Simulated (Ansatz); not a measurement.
## Zn: geometry relaxation

System: Zn (P6₃/mmc, 2 atoms in the cell).
Method: DFT r2SCAN, scalar-relativistic, plane waves, PAW, no spin polarisation (Ansatz 0.2.0).

The structure derives from an entry of the Crystallography Open Database. It belongs to a series of runs on one base structure; here: volume × 1.06, shape and atoms relaxed. Figures and captions count atoms from 1; the log counts them from 0 in places.

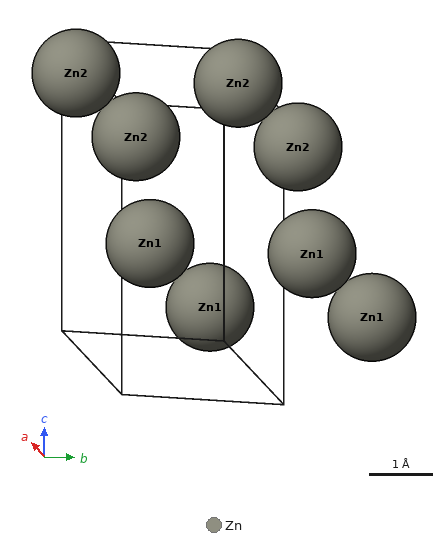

Figure 1. The input geometry (spheres-only view of the cell of the calculation, repeated 2 × 2 × 1, seen at an oblique angle; atoms are numbered from 1 in the order of the input). An atom can appear more than once, as a periodic image.

**The input**
```yaml
crystal:
  lattice:
    - [2.6304499411, 0.0, 0.0]
    - [-1.3152249706, 2.2780364724, 0.0]
    - [0.0, 0.0, 5.1496696873]
  atoms:
    - { symbol: Zn, position: [0.3333333333, 0.6666666667, 0.25] }
    - { symbol: Zn, position: [0.6666666667, 0.3333333333, 0.75] }
basis:
  ecutwfc: 500
kpoints:
  mp_grid: { grid: [18, 18, 8] }
hamiltonian:
  xc: r2scan
scf:
  occupations: { method: gaussian, width: 0.1 }
output:
  forces: true
  stress: true
  eigenvalues: true
relax:
  adjacent_minimum: "off"
  f_tol: 0.01
  max_steps: 30
  cell: { stress_tol: 0.1, fix: [volume] }
```

Hardware: 1 thread of Arm Neoverse V1, 24 GiB of memory available, shared host.

Run as:
```bash
ansatz run input.yaml --threads 1 --pin off --max-ram 2560MiB --backend cpu --events-out ev --progress --plain --runs-dir out
```

**The program's output**
```
Engine: ansatz 0.2.0, aarch64-unknown-linux-gnu
Pseudopotentials: kind: paw
Pseudopotential: Zn, paw, valence charge 12, recommended cutoff 500 eV (meta_gga), Zn.paw.azcp
Functional definition: r2SCAN
  parameter k0 = 0.174
  parameter k1 = 0.065
  parameter a1 = 4.9479
  exchange = r2scan_x(k0 = k0, k1 = k1, a1 = a1)
  correlation = r2scan_c
Crystal: 2 atoms, lattice volume = 30.858 Å³
Basis set: ecut = 500 eV, 799 PW (Γ), exchange–correlation on 80×80×160 points (64 copies of the dense FFT grid, shifted against one another)
Bands: 16, of which v1, the nominal top of the filled ones, is band 12 counted from 1 (11 counted from 0)
Symmetry: 24 space group operations
Space group: P63/mmc (ITA 194), of the structure as read, at distance tolerance 3.1e-5 Å
k-points: 185 of 2592
Non-local potential: Zn, projectors of the file, l = 0: 2, l = 1: 2, l = 2: 3, l = 3: 1
PAW form: soft (Blöchl's): semilocal exchange-correlation on the pseudo side does not see the compensation charge
PAW frozen core: Zn, regenerated for the run's functional (the file was generated under x = pbe(κ = 0.804, μ = 0.2195149727645171), c = pbe(β = 0.06672455060314922))
PAW one-centre angular grid: Zn, 590 points (default); XC on 261 of its mesh's 2673 points in the sphere
Initial density: superposition of atomic densities (neutral atoms: chi_scale 0, normalization atom), corrected by the library's trained network
Initial wavefunctions: pseudopotential atomic-orbital guess
Functional: x = r2scan, c = r2scan; τ floored in thin density (d = 2e-4 eV/Å³)
SCF iter   1: F=—  HF=-6651.342275 eV  |F-HF|=—  |Δ(HF+E_count)|=         —  Δρ=2.22e-2  dr2=7.50e-2  dr2_τ=2.08e-3  ethr=1.77e-3  ⟨swp⟩=5.0  Hψ=15490  notcnv=0
preconditioner: auto → none  [metal: Δε(μ)=0.087 eV  Ē_g=13.937 eV  σ=0.100 eV  W_gap=0.44  n_scr=4 (ndim 8)  ℏωp=32.7 eV  f_vac=0.000  D(μ)=0.28/eV (n_scr^D=2)  sad-step TF]
SCF iter   2: F=—  HF=-6651.328262 eV  |F-HF|=—  |Δ(HF+E_count)|=   1.40e-2  Δρ=1.20e-3  dr2=2.48e-4  dr2_τ=3.44e-4  ethr=3.13e-4  ⟨swp⟩=2.2  Hψ=7397  notcnv=0  defer=19
SCF iter   3: F=—  HF=-6651.325064 eV  |F-HF|=—  |Δ(HF+E_count)|=   3.20e-3  Δρ=2.59e-3  dr2=1.11e-3  dr2_τ=3.07e-6  ethr=1.03e-6  ⟨swp⟩=3.3  Hψ=6968  notcnv=0  defer=19
SCF iter   4: F=—  HF=-6651.324640 eV  |F-HF|=—  |Δ(HF+E_count)|=   4.24e-4  Δρ=1.78e-4  dr2=3.36e-6  dr2_τ=1.91e-7  ethr=1.03e-6  ⟨swp⟩=2.0  Hψ=5165  notcnv=0  defer=19
SCF iter   5: F=—  HF=-6651.324652 eV  |F-HF|=—  |Δ(HF+E_count)|=   1.25e-5  Δρ=5.66e-5  dr2=6.26e-7  dr2_τ=4.62e-9  ethr=1.40e-8  ⟨swp⟩=2.1  Hψ=5245  notcnv=0  defer=19
SCF iter   6: F=-6651.324653 eV  HF=-6651.324653 eV  |F-HF|=2.53e-8  |Δ(HF+E_count)|=   1.21e-6  Δρ=1.57e-5  dr2=6.16e-8  dr2_τ=1.94e-10  ethr=4.17e-10  ⟨swp⟩=4.1  Hψ=14794  notcnv=0
SCF 1 converged in 6 iterations: F = -6651.324653 eV  dr2 = 6.16e-8
  greatest PAW one-centre occupation: 0.981 electrons in one spin orbital (limit 2), on the Zn atom at site 1 (counted from 0), in its partial waves of l = 2
relax step   1: F+E_penalty+E_count = -6651.32465332 eV  Δ(F+E_penalty+E_count) = +0.000e0 eV  max|allowed force component| = 2.729e-16 eV/Å  Δτ_max = 0.0000 Å  P = -4.043 GPa  Ω = 30.858 Å³  fix = [volume]  reactions: volume -4.043 GPa  (6 SCF iters, dr2 threshold 1.00e-7 eV, accepted)
Initial density: handed on by an earlier stage of this run
Initial wavefunctions: those handed on with the density
iter 1 solved again at ethr=5.13e-7 eV; its pass at ethr=3.10e-3 eV (dr2=1.23e-4 eV) is discarded
SCF iter   1: F=—  HF=-6651.325350 eV  |F-HF|=—  |Δ(HF+E_count)|=         —  Δρ=6.02e-4  dr2=1.30e-4  dr2_τ=1.13e-4  ethr=5.13e-7  ⟨swp⟩=2.3  Hψ=18602  notcnv=0
preconditioner: auto → none  [metal: Δε(μ)=0.081 eV  Ē_g=13.714 eV  σ=0.100 eV  W_gap=0.43  n_scr=4 (ndim 8)  ℏωp=32.7 eV  f_vac=0.000  D(μ)=0.30/eV (n_scr^D=2)]
SCF iter   2: F=—  HF=-6651.325620 eV  |F-HF|=—  |Δ(HF+E_count)|=   2.70e-4  Δρ=9.91e-5  dr2=2.24e-6  dr2_τ=1.59e-7  ethr=5.13e-7  ⟨swp⟩=2.0  Hψ=5127  notcnv=0
SCF iter   3: F=—  HF=-6651.325623 eV  |F-HF|=—  |Δ(HF+E_count)|=   2.66e-6  Δρ=7.70e-5  dr2=9.93e-7  dr2_τ=8.06e-9  ethr=8.33e-10  ⟨swp⟩=7.1  Hψ=18915  notcnv=0
SCF iter   4: F=—  HF=-6651.325624 eV  |F-HF|=—  |Δ(HF+E_count)|=   6.76e-7  Δρ=2.63e-5  dr2=2.05e-7  dr2_τ=2.55e-9  ethr=4.14e-9  ⟨swp⟩=2.0  Hψ=5184  notcnv=0
SCF iter   5: F=-6651.325624 eV  HF=-6651.325624 eV  |F-HF|=1.11e-8  |Δ(HF+E_count)|=   5.32e-8  Δρ=4.90e-6  dr2=7.90e-9  dr2_τ=4.39e-11  ethr=8.33e-10  ⟨swp⟩=5.7  Hψ=15239  notcnv=0
SCF 2 converged in 5 iterations: F = -6651.325624 eV  dr2 = 7.90e-9
relax step   2: F+E_penalty+E_count = -6651.32562366 eV  Δ(F+E_penalty+E_count) = -9.703e-4 eV  max|allowed force component| = 7.401e-17 eV/Å  Δτ_max = 0.0000 Å  P = -3.803 GPa  Ω = 30.858 Å³  energy of the carried Pulay correction = -9.801e-6 eV  fix = [volume]  reactions: volume -3.803 GPa  (5 SCF iters, dr2 threshold 2.00e-7 eV, accepted)
iter 1 solved again at ethr=4.09e-7 eV; its pass at ethr=3.10e-3 eV (dr2=9.81e-5 eV) is discarded
SCF iter   1: F=—  HF=-6651.325731 eV  |F-HF|=—  |Δ(HF+E_count)|=         —  Δρ=5.43e-4  dr2=1.03e-4  dr2_τ=9.00e-5  ethr=4.09e-7  ⟨swp⟩=2.8  Hψ=19249  notcnv=0
preconditioner: auto → none  [metal: Δε(μ)=0.024 eV  Ē_g=13.724 eV  σ=0.100 eV  W_gap=0.13  n_scr=4 (ndim 8)  ℏωp=32.7 eV  f_vac=0.000  D(μ)=0.34/eV (n_scr^D=2)]
SCF iter   2: F=—  HF=-6651.325952 eV  |F-HF|=—  |Δ(HF+E_count)|=   2.21e-4  Δρ=9.40e-5  dr2=1.83e-6  dr2_τ=1.26e-7  ethr=4.09e-7  ⟨swp⟩=2.0  Hψ=5124  notcnv=0
SCF iter   3: F=—  HF=-6651.325955 eV  |F-HF|=—  |Δ(HF+E_count)|=   2.36e-6  Δρ=7.49e-5  dr2=8.82e-7  dr2_τ=7.16e-9  ethr=8.33e-10  ⟨swp⟩=7.1  Hψ=18931  notcnv=0
SCF iter   4: F=-6651.325955 eV  HF=-6651.325955 eV  |F-HF|=1.45e-7  |Δ(HF+E_count)|=   6.28e-7  Δρ=2.53e-5  dr2=1.88e-7  dr2_τ=2.33e-9  ethr=8.33e-10  ⟨swp⟩=3.1  Hψ=13391  notcnv=0
SCF 3 converged in 4 iterations: F = -6651.325955 eV  dr2 = 1.88e-7
relax step   3: F+E_penalty+E_count = -6651.32595509 eV  Δ(F+E_penalty+E_count) = -3.314e-4 eV  max|allowed force component| = 2.035e-16 eV/Å  Δτ_max = 0.0000 Å  P = -3.571 GPa  Ω = 30.858 Å³  energy of the carried Pulay correction = -1.859e-5 eV  fix = [volume]  reactions: volume -3.571 GPa  (4 SCF iters, dr2 threshold 2.00e-7 eV, accepted)
iter 1 solved again at ethr=4.42e-8 eV; its pass at ethr=3.10e-3 eV (dr2=1.06e-5 eV) is discarded
SCF iter   1: F=—  HF=-6651.325956 eV  |F-HF|=—  |Δ(HF+E_count)|=         —  Δρ=1.71e-4  dr2=1.09e-5  dr2_τ=8.77e-6  ethr=4.42e-8  ⟨swp⟩=2.7  Hψ=19002  notcnv=0
preconditioner: auto → none  [insulator: Δε(μ)=0.217 eV  Ē_g=13.733 eV  σ=0.100 eV  W_gap=0.53  n_scr=4 (ndim 8)  ℏωp=32.7 eV  f_vac=0.000  D(μ)=0.35/eV (n_scr^D=2)  ε∞_Penn≈6.7]
SCF iter   2: F=—  HF=-6651.325978 eV  |F-HF|=—  |Δ(HF+E_count)|=   2.18e-5  Δρ=4.90e-5  dr2=4.03e-7  dr2_τ=1.34e-8  ethr=4.42e-8  ⟨swp⟩=2.1  Hψ=5116  notcnv=0
SCF iter   3: F=—  HF=-6651.325978 eV  |F-HF|=—  |Δ(HF+E_count)|=   4.33e-7  Δρ=1.80e-5  dr2=7.68e-8  dr2_τ=8.49e-10  ethr=1.21e-10  ⟨swp⟩=6.5  Hψ=17670  notcnv=0
SCF iter   4: F=-6651.325978 eV  HF=-6651.325978 eV  |F-HF|=2.56e-8  |Δ(HF+E_count)|=   1.16e-7  Δρ=1.30e-5  dr2=2.58e-8  dr2_τ=2.32e-10  ethr=1.21e-10  ⟨swp⟩=5.9  Hψ=15995  notcnv=0
SCF 4 converged in 4 iterations: F = -6651.325978 eV  dr2 = 2.58e-8
relax step   4: F+E_penalty+E_count = -6651.32597810 eV  Δ(F+E_penalty+E_count) = -2.301e-5 eV  max|allowed force component| = 6.476e-17 eV/Å  Δτ_max = 0.0000 Å  P = -3.499 GPa  Ω = 30.858 Å³  energy of the carried Pulay correction = -2.134e-5 eV  fix = [volume]  reactions: volume -3.499 GPa  (4 SCF iters, dr2 threshold 2.90e-8 eV, accepted)
Initial wavefunctions: pseudopotential atomic-orbital guess (no wavefunctions were taken with the density)
iter 1 solved again at ethr=3.62e-9 eV; its pass at ethr=3.10e-3 eV (dr2=8.68e-7 eV) is discarded
SCF iter   1: F=—  HF=-6651.325904 eV  |F-HF|=—  |Δ(HF+E_count)|=         —  Δρ=1.64e-4  dr2=1.85e-7  dr2_τ=4.67e-8  ethr=3.62e-9  ⟨swp⟩=3.8  Hψ=24898  notcnv=0
preconditioner: auto → none  [insulator: Δε(μ)=0.220 eV  Ē_g=13.732 eV  σ=0.100 eV  W_gap=0.53  n_scr=4 (ndim 8)  ℏωp=32.7 eV  f_vac=0.000  D(μ)=0.35/eV (n_scr^D=2)  ε∞_Penn≈6.7]
SCF iter   2: F=—  HF=-6651.325976 eV  |F-HF|=—  |Δ(HF+E_count)|=   7.20e-5  Δρ=8.17e-5  dr2=4.75e-8  dr2_τ=3.43e-7  ethr=7.72e-10  ⟨swp⟩=2.0  Hψ=5186  notcnv=0
SCF iter   3: F=—  HF=-6651.326001 eV  |F-HF|=—  |Δ(HF+E_count)|=   2.53e-5  Δρ=2.86e-5  dr2=1.44e-8  dr2_τ=3.93e-8  ethr=1.98e-10  ⟨swp⟩=2.0  Hψ=5186  notcnv=0
SCF iter   4: F=—  HF=-6651.326005 eV  |F-HF|=—  |Δ(HF+E_count)|=   3.29e-6  Δρ=4.22e-6  dr2=8.09e-10  dr2_τ=6.62e-10  ethr=6.01e-11  ⟨swp⟩=2.0  Hψ=5186  notcnv=0
SCF iter   5: F=-6651.326005 eV  HF=-6651.326005 eV  |F-HF|=2.01e-10  |Δ(HF+E_count)|=   7.03e-8  Δρ=3.64e-7  dr2=2.99e-11  dr2_τ=1.14e-12  ethr=1.00e-12  ⟨swp⟩=3.5  Hψ=13851  notcnv=0
SCF 5 converged in 5 iterations: F = -6651.326005 eV  dr2 = 2.99e-11
relax step   5: F+E_penalty+E_count = -6651.32600463 eV  Δ(F+E_penalty+E_count) = -2.653e-5 eV  max|allowed force component| = 1.388e-16 eV/Å  Δτ_max = 0.0000 Å  P = -3.498 GPa  Ω = 30.858 Å³  fix = [volume]  reactions: volume -3.498 GPa  stress off target by 2.79e-2 GPa on what of the cell is left free  SCF on the basis re-selected at this cell (its energy is not comparable with the rows above)  (5 SCF iters)
```

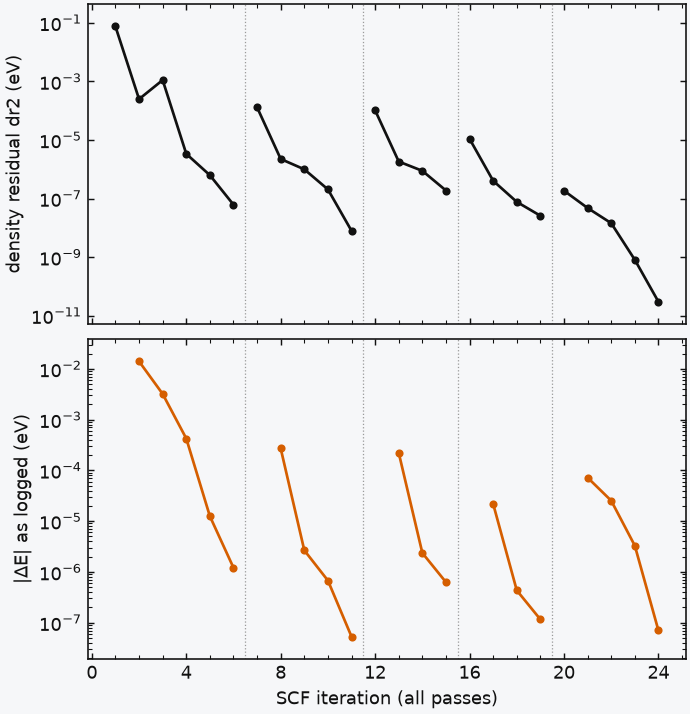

Figure 2. Convergence of the self-consistent field: density residual dr2 and size of the energy change against the SCF iteration. The dotted lines part the SCF passes of the relaxation: geometry steps, rejected trials and re-solves on a re-selected basis. The 5 passes take 4 to 6 iterations each, 24 in all.

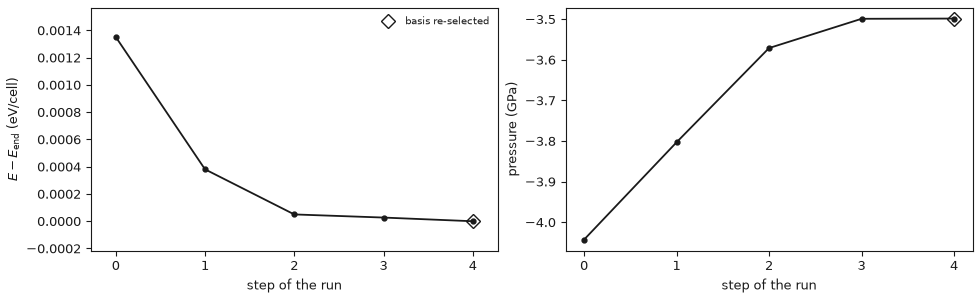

Figure 3. Progress of the relaxation, step by step (the first geometry is step 0 here and step 1 in the log).

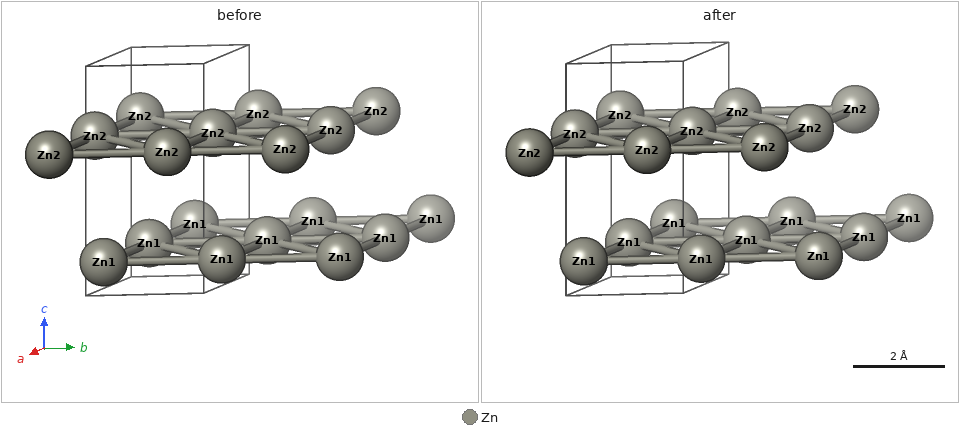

Figure 4. Before (left) and after (right) the relaxation, at one scale (ball-and-stick view of the cell of the calculation, repeated 3 × 3 × 1, seen slightly off an axis). The energy falls by 1.3 meV per cell of the calculation in 3 geometry steps. All forces vanish by symmetry, so only the cell relaxes. The pressure goes from −4.04 to −3.50 GPa. No atom moves by more than 0.005 Å relative to the cell. The drawn cell changes at constant volume: a = b 2.630 → 2.617 Å (−0.5 %), c 5.150 → 5.204 Å (+1.1 %). Distances before and after: Zn1–Zn1 2.630 → 2.617 Å. The space group stays P6_3/mmc (No. 194). A last SCF at the same geometry on a re-selected plane-wave basis shifts the energy by next to nothing (0.0 meV per cell of the calculation). (Atoms are counted from 1 in the order of the input.)

```
basis re-selected at this cell: Δ(F+E_penalty+E_count) = -2.653e-5 eV, ΔP = +0.001 GPa vs the last step (what re-selecting the basis moved, of the pressure what is left beyond the Pulay correction that the steps carried, after the strain that the cell walked since its last selection, with what the two solves' SCF thresholds leave and, on support functions, any second-order correction that the steps lacked; it is no measure of the basis error at this ecutwfc). This SCF's stress stands 2.79e-2 GPa from its target on what of the cell is left free (relax.cell.stress_tol is 1.00e-1 GPa) and its largest allowed force component is 1.39e-16 eV/Å (relax.f_tol is 1.00e-2 eV/Å): within both
SCF converged after 5 iterations
Free energy (F): -6651.326005 eV
Harris-Foulkes:  -6651.326005 eV  (|F-HF|=2.01e-10)
Internal energy: -6651.324258 eV  (E = F + TS)
E sigma→0 (E₀):  -6651.325131 eV
Entropy (-TS):   -0.001747 eV (-0.873 meV/atom)
Fermi energy:    10.526927 eV
--- Per-component energies (eV) ---
  E_band       = 82.136146
  E_kinetic    = 260.619888
  E_local      = -3120.952790  (includes V_loc(G=0)·N_el)
  E_nonlocal   = 1227.144542
  E_hartree    = 1312.700147
  E_xc         = -248.863640
  E_vxc        = -109.085540  (∫ρ·V_xc dr)
  E_paw        = -3692.128620  (= ΣΔE_a)
  E_vpaw       = -807.340108  (= ΣTr[D̂ρ^β])
  E_aug_tail   = -0.000092  (compensation charges beyond the density's cutoff)
  E_vtau       = 6.349996  (kinetic-family band-sum trace: ∫τ·v_τ [+ j·A + Jᵃ·Aᵃ] dr)
  E_ewald      = -2389.478456
  E_core_change = -0.365237  (= ΣΔE_core)
  E_smearing   = -0.001747  (= −TS)
  E_closure    = -0.000000  (closes the sum)
  Σ components = -6651.326005   (vs F -6651.326005, Δ=0.00e0)
--- Forces (eV/Å), atoms counted from 1 ---
  atom   1  Zn     0.00000000     0.00000000    -0.00000000
  atom   2  Zn    -0.00000000    -0.00000000     0.00000000
  max |Σ_I F_I| component: 5.55e-17 eV/Å
--- Stress (GPa, compression-positive) ---
       -3.512271       0.000000      -0.000000
        0.000000      -3.512271       0.000000
       -0.000000       0.000000      -3.470376
  P = ⅓ Tr σ = -3.4983 GPa (-34.983 kbar)
--- Band table (eV; the first three rows and the last of 185) ---
  k-point 0: bands = ["-0.0765", "1.6251", "2.4239", "2.7300", "2.7300", "2.7649", "2.7649", "3.1822", "3.1822", "3.3243", "3.3243", "6.7354", "6.7576", "22.5148", "26.5078", "30.3462"]
  k-point 1: bands = ["0.0080", "1.6073", "2.4321", "2.7301", "2.7301", "2.7625", "2.7625", "3.1889", "3.1889", "3.3199", "3.3199", "5.3519", "8.3435", "21.1229", "28.0182", "30.4349"]
  k-point 2: bands = ["0.2534", "1.5391", "2.4655", "2.7311", "2.7311", "2.7562", "2.7562", "3.2072", "3.2072", "3.3072", "3.3072", "4.1905", "10.1254", "18.8009", "30.5929", "30.6941"]
  k-point 184: bands = ["2.5213", "2.5213", "2.5873", "2.5873", "2.7342", "2.7342", "2.8969", "2.8969", "3.2767", "3.2767", "11.9912", "11.9912", "12.7319", "12.7319", "13.5517", "13.5517"]
--- Relaxed structure (4 steps of the walk, 4 accepted, 1 SCFs on fresh bases) ---
  F+E_penalty+E_count = -6651.32600463 eV   max|allowed force component| = 1.388e-16 eV/Å   (the final SCF, on the basis selected at the relaxed cell)
  cell:  # Å, volume = 30.8582 Å³
    - [2.6165786685801344, 2.871525373993517e-11, 7.106675862523451e-33]
    - [-1.3082893343149355, 2.2660235979765027, -9.80115070167567e-33]
    - [1.391284156185593e-32, -1.412364219158102e-32, 5.204414316298]
  atoms:
    - { symbol: Zn, position: [0.33333333333333326, 0.6666666666666666, 0.25] }
    - { symbol: Zn, position: [0.6666666666666665, 0.3333333333333333, 0.75] }
```

**Trajectory as extended XYZ (Å, eV, eV/Å), 5 frames, from step=1 to step=5**
```
2
Lattice="2.6305 0.0000 0.0000 -1.3152 2.2780 0.0000 0.0000 0.0000 5.1497" Properties=species:S:1:pos:R:3:forces:R:3 step=1 energy=-6651.32465 pressure_GPa=-4.04
Zn    0.0000    1.5187    1.2874    0.0000   0.0000   0.0000
Zn    1.3152    0.7593    3.8623    0.0000   0.0000   0.0000
2
Lattice="2.6241 0.0000 0.0000 -1.3120 2.2725 0.0000 0.0000 0.0000 5.1748" Properties=species:S:1:pos:R:3:forces:R:3 step=2 energy=-6651.32562 pressure_GPa=-3.80
Zn    0.0000    1.5150    1.2937    0.0000   0.0000   0.0000
Zn    1.3120    0.7575    3.8811    0.0000   0.0000   0.0000
2
Lattice="2.6184 0.0000 0.0000 -1.3092 2.2676 0.0000 0.0000 0.0000 5.1974" Properties=species:S:1:pos:R:3:forces:R:3 step=3 energy=-6651.32596 pressure_GPa=-3.57
Zn    0.0000    1.5117    1.2993    0.0000   0.0000   0.0000
Zn    1.3092    0.7559    3.8980    0.0000   0.0000   0.0000
2
Lattice="2.6166 0.0000 0.0000 -1.3083 2.2660 0.0000 0.0000 0.0000 5.2044" Properties=species:S:1:pos:R:3:forces:R:3 step=4 energy=-6651.32598 pressure_GPa=-3.50
Zn    0.0000    1.5107    1.3011    0.0000   0.0000   0.0000
Zn    1.3083    0.7553    3.9033    0.0000   0.0000   0.0000
2
Lattice="2.6166 0.0000 0.0000 -1.3083 2.2660 0.0000 0.0000 0.0000 5.2044" Properties=species:S:1:pos:R:3:forces:R:3 step=5 energy=-6651.32600 pressure_GPa=-3.50
Zn    0.0000    1.5107    1.3011    0.0000   0.0000   0.0000
Zn    1.3083    0.7553    3.9033    0.0000   0.0000   0.0000
```

**Results in brief**

```tsv
quantity	value
outcome	converged
space group (tolerance 0.01 Å)	P6₃/mmc (194)
electrons treated	24
free energy	−6651.3260 eV
Fermi energy	10.527 eV
gap on the k-point mesh	none (metallic)
pressure	−3.50 GPa
final volume	30.86 Å³
largest force (length of the vector) at the end	under 0.001 eV/Å
final cell	a = 2.617 Å, b = 2.617 Å, c = 5.204 Å, α = 90.00°, β = 90.00°, γ = 120.00°
wall time	62 s
peak memory	0.46 GiB
```
